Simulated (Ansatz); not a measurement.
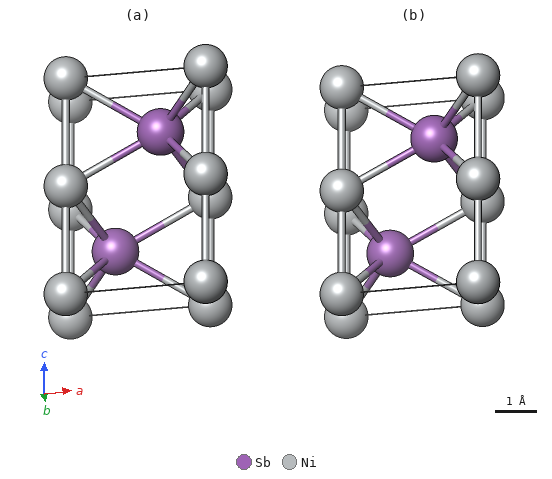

The structure of a crystal of NiSb (a generated structure, set up in P6_3/mmc) (coarse preliminary run) before (left) and after (right) a relaxation, at one scale.

A ball-and-stick model of the cell of the calculation, seen from a free direction.

Case: Bi → Sb, Pd → Ni on all its sites, cell and atoms relaxed.

Computed with DFT PBEsol, scalar-relativistic, plane waves, PAW in Ansatz. Set-up: plane-wave cutoff 420 eV; k-point mesh 6 × 6 × 4; occupations gaussian; smearing width 0.1 eV; no spin polarisation; cell and atoms relaxed; force threshold 0.05 eV/Å; at most 60 steps.

Describe what moved and what it gained.

Answer. The atoms keep their places relative to the cell (all moves are under 0.005 Å). Cell: a = b 4.010 → 3.908 Å (−2.6 %), c 5.319 → 5.097 Å (−4.2 %). Volume −9.0 %. Near-neighbour distances that change, for instance: Ni–Ni 2.659 → 2.549 Å, Ni–Sb 2.670 → 2.591 Å. The space group stays P6_3/mmc (No. 194). The energy falls by 55.1 meV per atom in 3 accepted moves (4 points after the start). All forces vanish by symmetry, so only the cell relaxes. Pressure: −9.54 GPa at the start and 0.03 GPa at the end. The SCF was repeated once at an unchanged geometry on a basis and grid sized afresh for the cell, which shifted the energy by 0.7 meV per atom at most. The run took 17 s on 1 thread of Arm Neoverse V2 (shared host), peak memory 0.36 GiB.

Limits of the set-up: an element that often carries a moment was run without spin polarisation.
